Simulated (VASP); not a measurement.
Geometry relaxation, with input and output: TiO$_{2}$ (part 3 of 3)

TiO$_{2}$ (6 atoms in the cell); Kohn-Sham DFT of a periodic cell, PBE, VASP PAW PBE potentials, soft, no spin polarisation (VASP 6.6.1); cutoff 480 eV, 6×6×9 k-mesh, fermi-dirac of 0.05 eV. The structure derives from a Materials Project entry.

Geometry of the input (Å; fractional positions):
```
4.5998  0.0000  0.0000
0.0000  4.5998  0.0000
0.0000  0.0000  2.9592
Ti 0.0000  0.0000  0.5000
Ti 0.5000  0.5000  0.0000
O  0.3043  0.3043  0.5000
O  0.1957  0.8043  0.0000
O  0.8043  0.1957  0.0000
O  0.6957  0.6957  0.5000
```

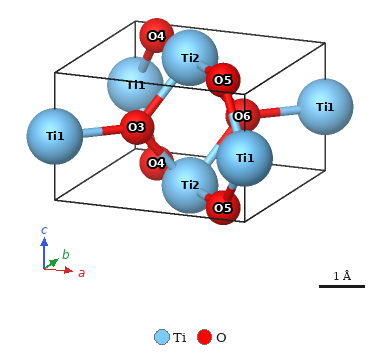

The geometry at step 2 of the log (ball-and-stick view of the cell of the calculation, seen slightly off an axis; atoms are numbered from 1 in the order of the input).

**Parts of OUTCAR, continued**
```
 -----------------------------------------------------------------------------
  energy-cutoff  :      480.00
  volume of cell :       63.89
      direct lattice vectors                 reciprocal lattice vectors
     4.631207611  0.000000000  0.000000000     0.215926403  0.000000000  0.000000000
    -0.000000000  4.631207611  0.000000000     0.000000000  0.215926403  0.000000000
     0.000000000  0.000000000  2.978600643     0.000000000  0.000000000  0.335728122

 POSITION                                       TOTAL-FORCE (eV/Angst)
 -----------------------------------------------------------------------------------
      0.00000      0.00000      1.48930         0.000000      0.000000      0.000000
      2.31560      2.31560      0.00000         0.000000      0.000000      0.000000
      1.40886      1.40886      1.48930         0.052232      0.052232      0.000000
      0.90675      3.72446      0.00000        -0.052232      0.052232      0.000000
      3.72446      0.90675      0.00000         0.052232     -0.052232     -0.000000
      3.22235      3.22235      1.48930        -0.052232     -0.052232     -0.000000
 -----------------------------------------------------------------------------------
    total drift:                                0.000000      0.000000      0.000000

  FREE ENERGIE OF THE ION-ELECTRON SYSTEM (eV)
  ---------------------------------------------------
  free  energy   TOTEN  =       -53.6554107531 eV

  energy  without entropy=      -53.6554107521  energy(sigma->0) =      -53.65541075

--------------------------------------- Ionic step        4  -------------------------------------------

 number of electron      48.0000005 magnetization

------------------------ aborting loop because EDIFF is reached ----------------------------------------

  FORCE on cell =-STRESS in cart. coord.  units (eV):
  Direction    XX          YY          ZZ          XY          YZ          ZX
  --------------------------------------------------------------------------------------
  -------------------------------------------------------------------------------------
  Total        0.0472504      0.0472504     -0.1110447     -0.0000000      0.0000000      0.0000000
  in kB        1.1834463      1.1834463     -2.7812591     -0.0000000      0.0000000      0.0000000
  external PRESSURE =      -0.1381221 kB  Pullay stress =       0.0000000 kB

 VOLUME and BASIS-vectors are now :
 -----------------------------------------------------------------------------
  energy-cutoff  :      480.00
  volume of cell :       63.97
      direct lattice vectors                 reciprocal lattice vectors
     4.639016491 -0.000000000  0.000000000     0.215562933  0.000000000  0.000000000
    -0.000000000  4.639016491  0.000000000     0.000000000  0.215562933  0.000000000
     0.000000000  0.000000000  2.972455182     0.000000000  0.000000000  0.336422230

 POSITION                                       TOTAL-FORCE (eV/Angst)
 -----------------------------------------------------------------------------------
     -0.00000      4.63902      1.48623        -0.000000     -0.000000     -0.000000
      2.31951      2.31951      2.97246        -0.000000     -0.000000     -0.000000
      1.41344      1.41344      1.48623         0.014230      0.014230     -0.000000
      0.90607      3.73295      0.00000        -0.014230      0.014230     -0.000000
      3.73295      0.90607      2.97246         0.014230     -0.014230      0.000000
      3.22557      3.22557      1.48623        -0.014230     -0.014230      0.000000
 -----------------------------------------------------------------------------------
    total drift:                                0.000000      0.000000      0.000000

  FREE ENERGIE OF THE ION-ELECTRON SYSTEM (eV)
  ---------------------------------------------------
  free  energy   TOTEN  =       -53.6568425040 eV

  energy  without entropy=      -53.6568425032  energy(sigma->0) =      -53.65684250

--------------------------------------- Ionic step        5  -------------------------------------------

 number of electron      48.0000005 magnetization

 Free energy of the ion-electron system (eV)
  ---------------------------------------------------
  ext. energy  EPLUGINS =         0.00000000
  ---------------------------------------------------
  free energy    TOTEN  =       -53.65697186 eV

  energy without entropy =      -53.65697186  energy(sigma->0) =      -53.65697186

 E-fermi :   5.8169     XC(G=0): -11.2828     alpha+bet :-13.8197

 val. band max:        4.9304474210   @ k =   0.0000   0.0000   0.0000
 cond. band min:       6.7421425529   @ k =   0.0000   0.0000   0.0000
 fundamental gap:      1.8116951319
 Fermi energy:         5.8169107246

 k-point     1 :       0.0000    0.0000    0.0000
  band No.  band energies     occupation
      1     -52.0614      2.00000
      2     -52.0466      2.00000
      3     -28.3461      2.00000
      4     -28.3461      2.00000
      5     -28.1969      2.00000
      6     -28.1969      2.00000
      7     -28.1584      2.00000
      8     -28.1288      2.00000
      9     -13.1506      2.00000
     10     -12.0246      2.00000
     11     -11.3491      2.00000
     12     -11.3491      2.00000
     13      -0.7284      2.00000
     14      -0.2898      2.00000
     15       0.1867      2.00000
     16       1.2081      2.00000
     17       1.2081      2.00000
     18       2.4085      2.00000
     19       2.4085      2.00000
     20       3.0087      2.00000
     21       4.2398      2.00000
     22       4.4845      2.00000
     23       4.4845      2.00000
     24       4.9304      2.00000
     25       6.7421      0.00000
     26       7.0219      0.00000
     27       7.2831      0.00000
     28       7.3626      0.00000

 k-point     2 :       0.1667    0.0000    0.0000
  band No.  band energies     occupation
      1     -52.0603      2.00000
      2     -52.0475      2.00000
      3     -28.3384      2.00000
      4     -28.3377      2.00000
      5     -28.2061      2.00000
      6     -28.2054      2.00000
      7     -28.1564      2.00000
      8     -28.1308      2.00000
      9     -13.0589      2.00000
     10     -12.0355      2.00000
     11     -11.4338      2.00000
     12     -11.3814      2.00000
     13      -0.5565      2.00000
     14      -0.1865      2.00000
     15       0.3585      2.00000
     16       1.2182      2.00000
     17       1.2254      2.00000
     18       2.2489      2.00000
     19       2.3637      2.00000
     20       3.0247      2.00000
     21       4.0029      2.00000
     22       4.0725      2.00000
     23       4.2750      2.00000
     24       4.8373      2.00000
     25       6.8868      0.00000
     26       7.2093      0.00000
     27       7.4711      0.00000
     28       7.4926      0.00000

 k-point     3 :       0.3333    0.0000    0.0000
  band No.  band energies     occupation
      1     -52.0576      2.00000
      2     -52.0503      2.00000
      3     -28.3183      2.00000
      4     -28.3166      2.00000
      5     -28.2289      2.00000
      6     -28.2271      2.00000
      7     -28.1510      2.00000
      8     -28.1362      2.00000
      9     -12.8049      2.00000
     10     -12.1490      2.00000
     11     -11.5633      2.00000
     12     -11.4635      2.00000
     13      -0.1796      2.00000
     14       0.0391      2.00000
     15       0.9109      2.00000
     16       1.2427      2.00000
     17       1.2558      2.00000
     18       1.9408      2.00000
     19       2.1520      2.00000
     20       2.9738      2.00000
     21       3.1149      2.00000
     22       3.7044      2.00000
     23       4.0714      2.00000
     24       4.5476      2.00000
     25       7.1674      0.00000
     26       7.4146      0.00000
     27       7.6927      0.00000
     28       7.7612      0.00000

 k-point     4 :       0.5000    0.0000    0.0000
  band No.  band energies     occupation
      1     -52.0539      2.00000
      2     -52.0539      2.00000
      3     -28.3017      2.00000
      4     -28.3017      2.00000
      5     -28.2446      2.00000
      6     -28.2446      2.00000
      7     -28.1436      2.00000
      8     -28.1436      2.00000
      9     -12.4558      2.00000
     10     -12.4558      2.00000
     11     -11.5519      2.00000
     12     -11.5519      2.00000
     13       0.1007      2.00000
     14       0.1007      2.00000
     15       1.2630      2.00000
     16       1.2630      2.00000
     17       1.7929      2.00000
     18       1.7929      2.00000
     19       1.9287      2.00000
     20       1.9287      2.00000
     21       3.3453      2.00000
     22       3.3453      2.00000
     23       4.2157      2.00000
     24       4.2157      2.00000
     25       7.3827      0.00000
     26       7.3827      0.00000
     27       7.8487      0.00000
     28       7.8487      0.00000

 k-point     5 :       0.1667    0.1667    0.0000
  band No.  band energies     occupation
      1     -52.0595      2.00000
      2     -52.0484      2.00000
      3     -28.3487      2.00000
      4     -28.3155      2.00000
      5     -28.2295      2.00000
      6     -28.1952      2.00000
      7     -28.1547      2.00000
      8     -28.1325      2.00000
      9     -12.9812      2.00000
     10     -12.0591      2.00000
     11     -11.5128      2.00000
     12     -11.3800      2.00000
     13      -0.5485      2.00000
     14       0.0043      2.00000
     15       0.5106      2.00000
     16       1.1918      2.00000
     17       1.2587      2.00000
     18       2.0298      2.00000
     19       2.4674      2.00000
     20       3.0532      2.00000
     21       3.6850      2.00000
     22       3.9806      2.00000
     23       4.1430      2.00000
     24       4.7673      2.00000
     25       6.8128      0.00000
     26       7.3622      0.00000
     27       7.3671      0.00000
     28       7.6540      0.00000

 [... the levels of 18 k-points are left out ...]

 k-point    24 :       0.5000    0.0000    0.2222
  band No.  band energies     occupation
      1     -52.0383      2.00000
      2     -52.0383      2.00000
      3     -28.3368      2.00000
      4     -28.3368      2.00000
      5     -28.2589      2.00000
      6     -28.2589      2.00000
      7     -28.2174      2.00000
      8     -28.2174      2.00000
      9     -12.1545      2.00000
     10     -12.1545      2.00000
     11     -11.6742      2.00000
     12     -11.6742      2.00000
     13       0.5895      2.00000
     14       0.5895      2.00000
     15       0.8502      2.00000
     16       0.8502      2.00000
     17       1.5003      2.00000
     18       1.5003      2.00000
     19       2.2720      2.00000
     20       2.2720      2.00000
     21       2.9293      2.00000
     22       2.9293      2.00000
     23       4.1639      2.00000
     24       4.1639      2.00000
     25       7.4828      0.00000
     26       7.4828      0.00000
     27       7.9958      0.00000
     28       7.9967      0.00000

 [... further k-points ...]

------------------------ aborting loop because EDIFF is reached ----------------------------------------

  FORCE on cell =-STRESS in cart. coord.  units (eV):
  Direction    XX          YY          ZZ          XY          YZ          ZX
  --------------------------------------------------------------------------------------
  -------------------------------------------------------------------------------------
  Total       -0.0005919     -0.0005919     -0.0112171      0.0000000      0.0000000      0.0000000
  in kB       -0.0148176     -0.0148176     -0.2807993      0.0000000      0.0000000      0.0000000
  external PRESSURE =      -0.1034782 kB  Pullay stress =       0.0000000 kB

 VOLUME and BASIS-vectors are now :
 -----------------------------------------------------------------------------
  energy-cutoff  :      480.00
  volume of cell :       64.00
      direct lattice vectors                 reciprocal lattice vectors
     4.642169520 -0.000000000  0.000000000     0.215416519  0.000000000  0.000000000
    -0.000000000  4.642169520  0.000000000     0.000000000  0.215416519  0.000000000
     0.000000000  0.000000000  2.969973800     0.000000000  0.000000000  0.336703307

 POSITION                                       TOTAL-FORCE (eV/Angst)
 -----------------------------------------------------------------------------------
      0.00000     -0.00000      1.48499        -0.000000      0.000000      0.000000
      2.32108      2.32108      0.00000        -0.000000      0.000000      0.000000
      1.41529      1.41529      1.48499        -0.001199     -0.001199     -0.000000
      0.90579      3.73638      0.00000         0.001199     -0.001199     -0.000000
      3.73638      0.90579      0.00000        -0.001199      0.001199      0.000000
      3.22688      3.22688      1.48499         0.001199      0.001199      0.000000
 -----------------------------------------------------------------------------------
    total drift:                                0.000000      0.000000      0.000000

  FREE ENERGIE OF THE ION-ELECTRON SYSTEM (eV)
  ---------------------------------------------------
  free  energy   TOTEN  =       -53.6569718618 eV

  energy  without entropy=      -53.6569718610  energy(sigma->0) =      -53.65697186

 reached required accuracy - stopping structural energy minimisation
```

**CONTCAR**
```
TiO2
   1.00000000000000
     4.6421695198477986   -0.0000000000000000    0.0000000000000000
    -0.0000000000000000    4.6421695198477986    0.0000000000000000
     0.0000000000000000    0.0000000000000000    2.9699737995064961
  Ti              O
     2     4
Direct
     0.0000000000000000    0.0000000000000000    0.5000000000000000
     0.5000000000000000    0.5000000000000000    0.0000000000000000
     0.3048776684499899    0.3048776684499899    0.5000000000000000
     0.1951223315500101    0.8048776684499899    0.0000000000000000
     0.8048776684499899    0.1951223315500101    0.0000000000000000
     0.6951223315500101    0.6951223315500101    0.5000000000000000

  0.00000000E+00  0.00000000E+00  0.00000000E+00
  0.00000000E+00  0.00000000E+00  0.00000000E+00
  0.00000000E+00  0.00000000E+00  0.00000000E+00
  0.00000000E+00  0.00000000E+00  0.00000000E+00
  0.00000000E+00  0.00000000E+00  0.00000000E+00
  0.00000000E+00  0.00000000E+00  0.00000000E+00
```

**Trajectory as extended XYZ (Å, eV, eV/Å), 5 frames, from step=0 to step=4**
```
6
Lattice="4.5998 0.0000 0.0000 0.0000 4.5998 0.0000 0.0000 0.0000 2.9592" Properties=species:S:1:pos:R:3:forces:R:3 step=0 energy=-53.63667
Ti    0.0000    0.0000    1.4796    0.0000   0.0000   0.0000
Ti    2.2999    2.2999    0.0000    0.0000   0.0000   0.0000
O     1.3998    1.3998    1.4796   -0.0236  -0.0236   0.0000
O     0.9001    3.6997    0.0000    0.0236  -0.0236   0.0000
O     3.6997    0.9001    0.0000   -0.0236   0.0236   0.0000
O     3.2000    3.2000    1.4796    0.0236   0.0236   0.0000
6
Lattice="4.6703 0.0000 0.0000 -0.0000 4.6703 0.0000 0.0000 0.0000 3.0028" Properties=species:S:1:pos:R:3:forces:R:3 step=1 energy=-53.62708
Ti    0.0000    4.6703    1.5014    0.0000   0.0000   0.0000
Ti    2.3352    2.3352    3.0028    0.0000   0.0000   0.0000
O     1.4201    1.4201    1.5014    0.1394   0.1394   0.0000
O     0.9150    3.7553    3.0028   -0.1394   0.1394   0.0000
O     3.7553    0.9150    3.0028    0.1394  -0.1394   0.0000
O     3.2502    3.2502    1.5014   -0.1394  -0.1394   0.0000
6
Lattice="4.6312 0.0000 0.0000 -0.0000 4.6312 0.0000 0.0000 0.0000 2.9786" Properties=species:S:1:pos:R:3:forces:R:3 step=2 energy=-53.65541
Ti    0.0000    0.0000    1.4893    0.0000   0.0000   0.0000
Ti    2.3156    2.3156    0.0000    0.0000   0.0000   0.0000
O     1.4089    1.4089    1.4893    0.0522   0.0522   0.0000
O     0.9067    3.7245    0.0000   -0.0522   0.0522   0.0000
O     3.7245    0.9067    0.0000    0.0522  -0.0522   0.0000
O     3.2224    3.2224    1.4893   -0.0522  -0.0522   0.0000
6
Lattice="4.6390 -0.0000 0.0000 -0.0000 4.6390 0.0000 0.0000 0.0000 2.9725" Properties=species:S:1:pos:R:3:forces:R:3 step=3 energy=-53.65684
Ti    0.0000    4.6390    1.4862    0.0000   0.0000   0.0000
Ti    2.3195    2.3195    2.9725    0.0000   0.0000   0.0000
O     1.4134    1.4134    1.4862    0.0142   0.0142   0.0000
O     0.9061    3.7330    0.0000   -0.0142   0.0142   0.0000
O     3.7330    0.9061    2.9725    0.0142  -0.0142   0.0000
O     3.2256    3.2256    1.4862   -0.0142  -0.0142   0.0000
6
Lattice="4.6422 -0.0000 0.0000 -0.0000 4.6422 0.0000 0.0000 0.0000 2.9700" Properties=species:S:1:pos:R:3:forces:R:3 step=4 energy=-53.65697
Ti    0.0000    0.0000    1.4850    0.0000   0.0000   0.0000
Ti    2.3211    2.3211    0.0000    0.0000   0.0000   0.0000
O     1.4153    1.4153    1.4850   -0.0012  -0.0012   0.0000
O     0.9058    3.7364    0.0000    0.0012  -0.0012   0.0000
O     3.7364    0.9058    0.0000   -0.0012   0.0012   0.0000
O     3.2269    3.2269    1.4850    0.0012   0.0012   0.0000
```
